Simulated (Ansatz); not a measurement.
## Electronic structure of TiSi₂ in real space

```
Ti Si
1.0
    -4.79790   -0.06210    0.00000
     0.00000    0.00000   -8.49609
     2.34559   -4.15169    0.00000
Ti Si
4 8
Direct
  0.50000 0.62374 0.25000
  0.00000 0.12374 0.25000
  0.00000 0.87626 0.75000
  0.50000 0.37626 0.75000
  0.16330 0.62506 0.57760
  0.66330 0.12506 0.57760
  0.83670 0.62506 0.92240
  0.33670 0.12506 0.92240
  0.33670 0.87494 0.42240
  0.83670 0.37494 0.42240
  0.66330 0.87494 0.07760
  0.16330 0.37494 0.07760
```

Space group C2/c; changed on purpose from its base cell (strain along c alone, the other axes held, atoms relaxed: +3.0 %); computed pressure about −4 GPa in this cell; computed without spin polarisation.

Computed with Ansatz, DFT PBEsol, scalar-relativistic, plane waves, PAW.

Core electrons are frozen (PAW), and the valence fields are smoothed inside the atomic spheres.

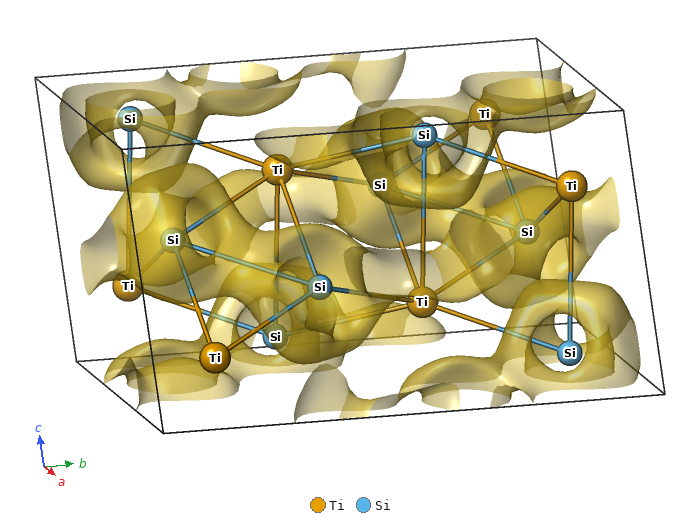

Figure 1. Isosurface of the electron localisation function at 0.65 (yellow), seen slightly off an axis. Core shells and regions of very low density are left out. Sticks mark near contacts.

Describe the localisation domains.

Answer. At this value the surface marks out channels that run through the cell in one direction, counted in one cell of 12 atoms. Regions shared between cells count once. Profiles from the grid: Si–Si (2.52 Å): the ELF peaks at about 0.80 between the atoms. Ti–Si (2.54 Å): the ELF peaks at about 0.75 in the valence shell of Si, 0.9 Å from its nucleus, and is about 0.40 at the midpoint.

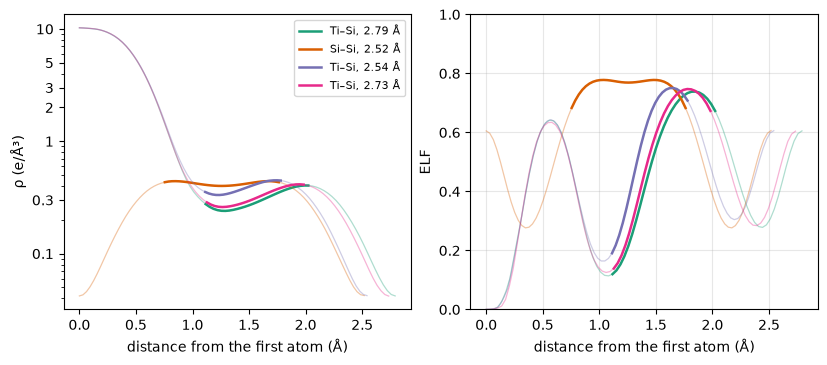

Figure 2. Valence electron density and ELF along straight lines between neighbouring atoms. Thin, pale parts lie inside the atomic spheres.

What can be read from the curves?

Answer. Ti–Si (2.79 Å): the density is about 0.25 e/Å³ at the midpoint; the ELF peaks at about 0.75 in the valence shell of Si, 0.9 Å from its nucleus, and is about 0.40 at the midpoint.
Si–Si (2.52 Å): ρ at the midpoint is about 0.4 e/Å³; the ELF peaks at about 0.80 between the atoms.
Ti–Si (2.54 Å): the density is about 0.33 e/Å³ at the midpoint; the ELF peaks at about 0.75 in the valence shell of Si, 0.9 Å from its nucleus, and is about 0.40 at the midpoint.
Ti–Si (2.73 Å): the density is about 0.27 e/Å³ at the midpoint; the ELF peaks at about 0.75 in the valence shell of Si, 1.0 Å from its nucleus, and is about 0.40 at the midpoint.

Does the calculation make it a metal, or give it a gap?

Answer. It is metallic or semimetallic at this level of theory: no gap opens.
